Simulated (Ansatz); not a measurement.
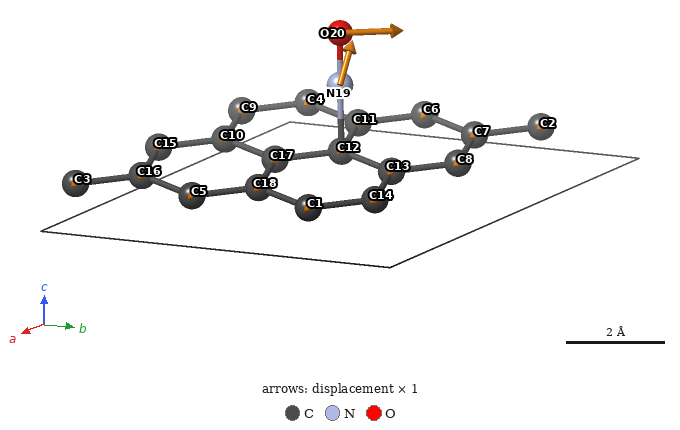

A relaxation of a slab of composition C$_{18}$NO. The starting structure is drawn; orange arrows show the displacements, at their true length.

The picture is a ball-and-stick view of the cell of the calculation, outlined in the plane, without the vacuum (origin shifted), seen from a free direction.

It is NO on graphene monolayer, set down by a guess. The run prepares an end point of a later path (dissociation) calculation, from a guessed geometry.

Method: Ansatz 0.2.0, DFT LDA, scalar-relativistic, plane waves, PAW.

Input file:
```yaml
crystal:
  lattice:
    - [7.398, 0.0, 0.0]
    - [-3.699, 6.406856, 0.0]
    - [0.0, 0.0, 13.0]
  atoms:
    - { symbol: C, position: [0.0, 0.0, 0.0769231] }
    - { symbol: C, position: [0.2222222, 0.1111111, 0.0769231] }
    - { symbol: C, position: [0.0, 0.3333333, 0.0769231] }
    - { symbol: C, position: [0.2222222, 0.4444444, 0.0769231] }
    - { symbol: C, position: [0.0, 0.6666667, 0.0769231] }
    - { symbol: C, position: [0.2222222, 0.7777778, 0.0769231] }
    - { symbol: C, position: [0.3333333, 0.0, 0.0769231] }
    - { symbol: C, position: [0.5555556, 0.1111111, 0.0769231] }
    - { symbol: C, position: [0.3333333, 0.3333333, 0.0769231] }
    - { symbol: C, position: [0.5555556, 0.4444444, 0.0769231] }
    - { symbol: C, position: [0.3333333, 0.6666667, 0.0769231] }
    - { symbol: C, position: [0.5555556, 0.7777778, 0.0769231] }
    - { symbol: C, position: [0.6666667, 0.0, 0.0769231] }
    - { symbol: C, position: [0.8888889, 0.1111111, 0.0769231] }
    - { symbol: C, position: [0.6666667, 0.3333333, 0.0769231] }
    - { symbol: C, position: [0.8888889, 0.4444444, 0.0769231] }
    - { symbol: C, position: [0.6666667, 0.6666667, 0.0769231] }
    - { symbol: C, position: [0.8888889, 0.7777778, 0.0769231] }
    - { symbol: "N", position: [0.5539893, 0.7722643, 0.1915385], spin: 1.0 }
    - { symbol: O, position: [0.5539893, 0.7722643, 0.2823077] }
magnetization:
  spin_polarized: true
basis:
  ecutwfc: 420.0
kpoints:
  mp_grid: { grid: [2, 2, 1] }
hamiltonian:
  xc: lda
scf:
  occupations: { method: gaussian, width: 0.02 }
  lower_state_search: "off"
relax:
  f_tol: 0.03
  max_steps: 60
  adjacent_minimum: "off"
```

Launched with:
```bash
ansatz run input.yaml --threads 2 --pin off --max-ram 5120MiB --backend cpu --events-out ev --progress --plain --runs-dir out
```

**Which element moves most?**

Oxygen: up to 1.36 Å, against 0.99 Å for nitrogen.

**What happened in the run?**

The atom that moves furthest relative to the layer's centre is O20 (1.36 Å within the plane). Largest moves by element: O 1.36 Å, N 0.99 Å, C 0.12 Å. The cell stays as it was. Some distances before and after: C17–N19 2.044 → 3.023 Å, C12–N19 1.490 → 2.385 Å, C11–N19 2.054 → 2.381 Å, N19–O20 1.180 → 1.141 Å. Bonds break, among them: C12–N19 (1.49 → 2.38 Å). After 20 accepted moves (22 points after the start) the energy has fallen by 3.841 eV per cell of the calculation. The largest force component goes from 3.6 to 0.029 eV/Å. The line search rejected the trial steps at points 18, 21 of the run. The run may lie on a higher electronic state than the lowest, so the end point isn't shown to be the ground-state structure. The run took 3.5 min on 2 threads of INTEL(R) XEON(R) PLATINUM 8581C CPU @ 2.10GHz (Emerald Rapids), with other jobs on the host, peak memory 1 GiB.

Limits of the set-up: the k-point mesh is coarse for a cell with partly filled bands; the periodic images lie only 7.4 Å apart, so the values are limited by the cell's size.
